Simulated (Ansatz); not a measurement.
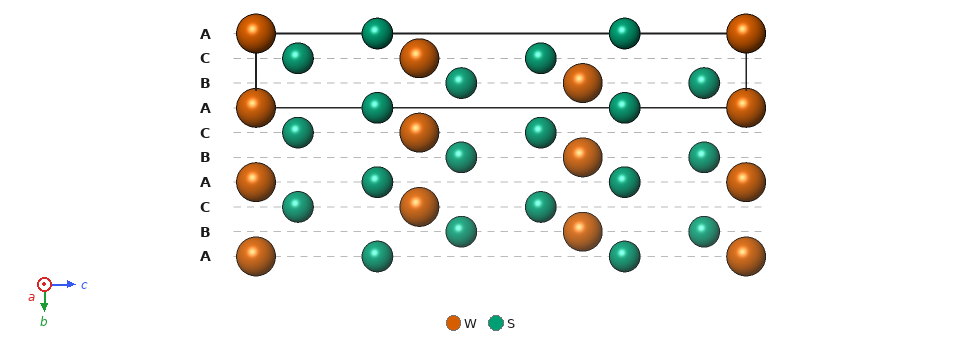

Projection along an edge of the hexagonal mesh, stacking direction c to the right. The dashed lines mark the three columns A (0, 0), B (1/3, 2/3) and C (2/3, 1/3). The sequence starts with the first layer at or above the cell's origin.

WS₂: the input geometry of an electronic-structure calculation (not necessarily at equilibrium); the starting structure was generated, so it need not be a known form of this composition.

> Read off the stacking sequence over one period.

W(A) – S(C) – S(A) – W(C) – S(B) – S(C) – W(B) – S(A) – S(B) (nine layers in 18.26 Å).

> How are the S layers alone stacked?

S layers alone: CABCAB, the cubic close-packed type.

> Which positions between or in the S layers do the other atoms fill?

W: three octahedral sites, counted in one hexagonal cell. Three of the six gaps between S layers are empty, 2.96 Å wide.

> What short polytype symbol fits?

Polytype symbol 3R, the symbol of a layered MX2 polytype (number of slabs in the repeat and lattice).
